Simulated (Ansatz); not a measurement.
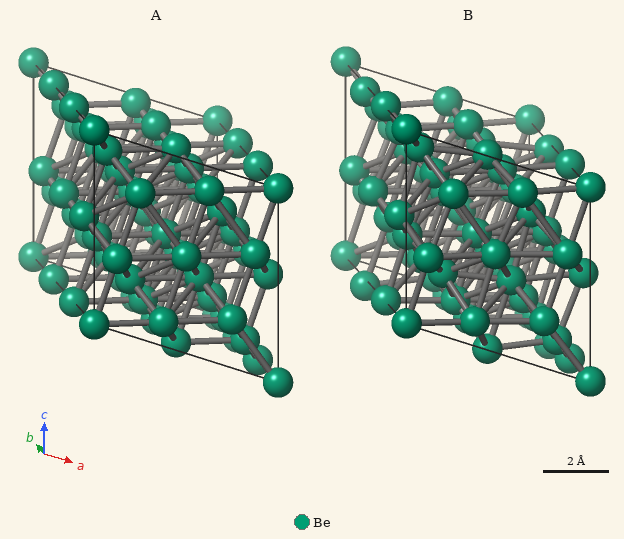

Two geometries of a defect cell of composition Be, drawn at one scale. One is the start of a relaxation, the other its converged end. Style: ball-and-stick. Shown: the conventional cell (2 times the calculation's cell), slightly off an axis. Lengths and directions refer to the drawn axes.

Method: DFT PBEsol, scalar-relativistic, plane waves, PAW in Ansatz. (plane-wave cutoff 420 eV; k-point mesh 6 × 6 × 4; occupations gaussian; smearing width 0.1 eV; no spin polarisation; atoms relaxed in a fixed cell; force threshold 0.02 eV/Å; at most 50 steps)

Which one is relaxed?

Answer. Structure B is the relaxed one. Case: Be vacancy, atoms relaxed. The largest moves, 0.20 Å, are those of Be atoms. The cell stays as it was. Some distances before and after: Be–Be 2.493 → 2.283 Å, Be–Be 2.493 → 2.306 Å, Be–Be 2.493 → 2.339 Å, Be–Be 2.493 → 2.392 Å. Over 4 geometry steps the energy falls by 0.405 eV per cell of the calculation. Largest force component: 0.36 eV/Å at the start, 0.0096 eV/Å at the end.

Limits of the set-up: the periodic images lie only 6.1 Å apart, so the values are limited by the cell's size.
